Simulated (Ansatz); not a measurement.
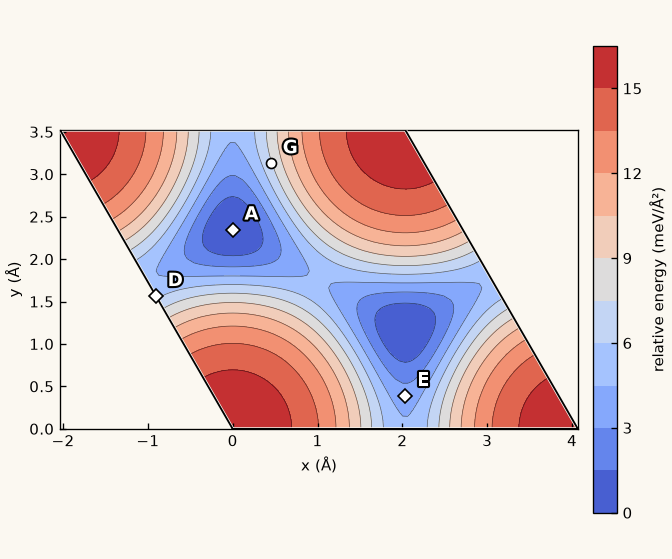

A bilayer of two Sb sheets of the honeycomb type, the upper one turned by 180 degrees about the normal (4 atoms in the cell). The upper layer of a bilayer is slid over the lower one; relaxed at each slide: the heights of all atoms; the origin of the map has Sb4 above Sb1. Places are given modulo a cell vector. The map is drawn in real space over the plane of the slide. The grid has 9 × 9 points; 12 points were computed and 69 follow by symmetry. Energies: meV/Å², counted from the lowest grid point. Method: Ansatz 0.2.0, DFT PBE+D3(BJ), scalar-relativistic, plane waves, PAW. Settings: cutoff 420 eV, k-mesh 9×9×1, gaussian smearing 0.05 eV, no spin polarisation.

Drawn: filled contours, the outline of one cell of the plane, lettered points. Between grid points the surface is interpolated.

**What kind of point is each of A, G: minimum, saddle, maximum or slope?**

A: minimum; G: on a slope. (In these two coordinates alone; a stationary point may lie a little off the grid point.)

**Rank the lettered points by energy, lowest first.**

A (0.0 meV/Å²), E (3.7 meV/Å²), D (5.7 meV/Å²), G (7.4 meV/Å²).
